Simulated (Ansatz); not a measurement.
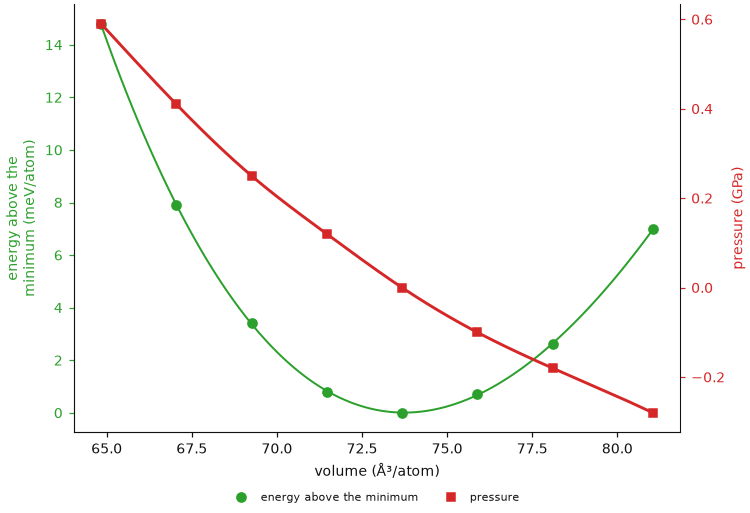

Calculation (Ansatz 0.2.0): third-order Birch-Murnaghan fit to density functional energies at scaled volumes of the given relaxed cell, shape and atoms relaxed at each volume; energies count from the fitted minimum; plane waves with PAW datasets, Γ-centred k mesh. Level: PBE, no spin polarisation.

wave cutoff 420 eV; k mesh 12×12×12; occupations Gaussian; smearing width 0.1 eV.

Cell as given: a = 4.574 Å, b = 4.574 Å, c = 4.574 Å, α = 109.47°, β = 109.47°, γ = 109.47°; 1 atom.

Caption: Energy above the minimum and pressure against volume for K, space group Im-3m (No. 229).

A third-order Birch–Murnaghan fit gives V0 = 73.74 Å³/atom, B0 = 3.59 GPa and B′ = 3.8. The energy above the minimum is 14.8 meV/atom at volume 64.835 Å³/atom and 7.0 meV/atom at 81.044 Å³/atom; the lowest computed point is at volume 73.676 Å³/atom (0.0 meV/atom), in a single well. The pressure falls from 0.59 GPa at volume 64.835 Å³/atom to −0.28 GPa at 81.044 Å³/atom, and changes sign near 73.7 Å³/atom. The solid is metallic at every point.
